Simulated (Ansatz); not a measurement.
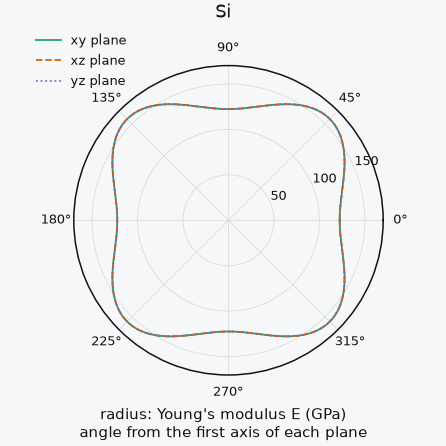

Method: elastic stress-strain coefficients at zero temperature from small strains of the given cell, Voigt order xx yy zz yz xz xy, Cartesian axes of the cell vectors; plane waves with PAW datasets, Γ-centred k mesh (Ansatz 0.2.0). Level: PBE, no spin polarisation.

| setting | value |
| --- | --- |
| wave cutoff | 420 eV |
| k mesh | 8×8×8 |
| occupations | fixed |
| ions | relaxed |
| strain amplitude | 0.002 |

Starting cell:
```yaml
crystal:
  lattice:
    - [0.00000, 2.73507, 2.73507]
    - [2.73507, 0.00000, 2.73507]
    - [2.73507, 2.73507, 0.00000]
  atoms:
    - { symbol: Si, position: [0.25000, 0.25000, 0.25000] }
    - { symbol: Si, position: [0.00000, 0.00000, 0.00000] }
```

Caption: Young's modulus as a function of direction in the xy, xz and yz planes for Si, space group Fd-3m (No. 227).

Over all directions E runs from 122 to 174 GPa, a ratio of 1.42. E is 122 GPa along x, y and z alike, and 174 GPa along the body diagonal x + y + z. The Hill averages are K = 89 GPa and G = 62 GPa, Poisson's ratio 0.22; K/G = 1.42.

Caveats: a crossing between the sampled k points may be missed.
